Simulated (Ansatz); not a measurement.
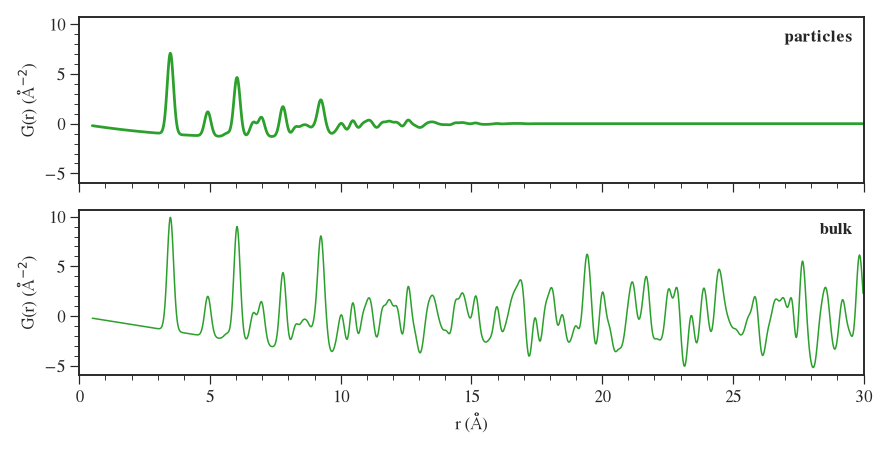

Simulated X-ray pair distribution function, G(r) = R(r)/r − 4πρ₀r, summed over the atomic distances of the structure with each pair weighted by the product of the atomic numbers (X-ray weights at Q = 0); every distance is a Gaussian of σ = 0.12 Å, for spherical particles of Pb with the bulk structure: the bulk G(r) is multiplied by the envelope of a sphere of diameter D, 1 − 3r/2D + r³/2D³, with no surface relaxation. The number density is 0.0334 atoms per Å³. It is based on the geometry relaxed with DFT, PBEsol, plane waves (420 eV) with PAW, scalar-relativistic (Ansatz 0.2.0); the starting structure was generated, so it need not be a known form of this composition.

Question: Estimate the particle diameter.

Answer: About 18 Å (1.8 nm): the signal is half of the bulk amplitude at r ≈ 6.2 Å and vanishes at r = D, fading from view somewhat earlier.

Question: Roughly how many atoms does one particle hold?

Answer: About 100 (number density 0.0334 Å⁻³ times πD³/6).
